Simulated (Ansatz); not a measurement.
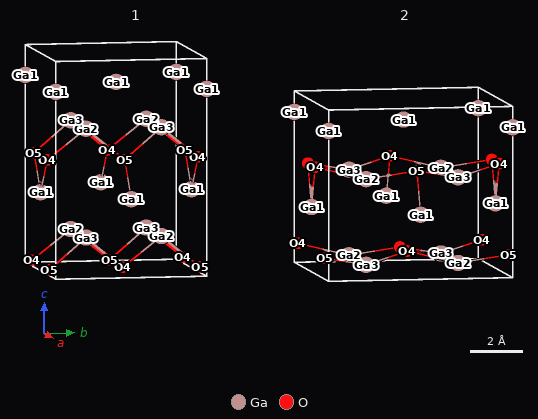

Two geometries of solid Ga$_{3}$O$_{2}$ (a generated structure, set up in Fmm2) (coarse preliminary run), drawn at one scale. One is the start of a relaxation, the other its converged end. A ball-and-stick model of the conventional cell (4 times the calculation's cell), seen slightly off an axis. Lengths and directions refer to the drawn axes.

These are results of Ansatz 0.2.0, DFT PBE, scalar-relativistic, plane waves, PAW, not measurements. Set-up: plane-wave cutoff 420 eV; k-point mesh 4 × 4 × 4; occupations gaussian; smearing width 0.1 eV; no spin polarisation; cell and atoms relaxed; force threshold 0.04 eV/Å; at most 70 steps.

> Which geometry has the lower energy?

Structure 1 is the relaxed one. The largest moves relative to the cell, 1.07 Å, are those of O4 and O5. O4 goes along [1 0 −1]. By element the largest moves are O 1.07 Å, Ga 0.89 Å. The drawn cell changes as follows: a 7.156 → 6.371 Å (−11.0 %), b 7.280 → 5.971 Å (−18.0 %), c 6.695 → 8.510 Å (+27.1 %); the volume changes by −7.2 %. Among the contacts that change: O4–O5 1.526 → 2.744 Å, Ga2–O4 2.126 → 1.936 Å, Ga1–O4 1.805 → 1.964 Å. Among the angles between lasting bonds that change: O4–Ga2–O5 158.6° → 102.4°, Ga1–O4–Ga2 92.0° → 121.9°, Ga2–O4–Ga3 117.7° → 100.9°. The space group stays Fmm2 (No. 42). After 20 accepted moves (22 points after the start) the energy has fallen by 6.193 eV per cell of the calculation. Largest force component: 7.3 eV/Å at the start, 0.0071 eV/Å at the end. Pressure: 15.41 GPa at the start and 0.09 GPa at the end. The SCF was repeated twice at an unchanged geometry on a basis and grid sized afresh for the cell, which shifted the energy by 0.130 eV per cell of the calculation at most.
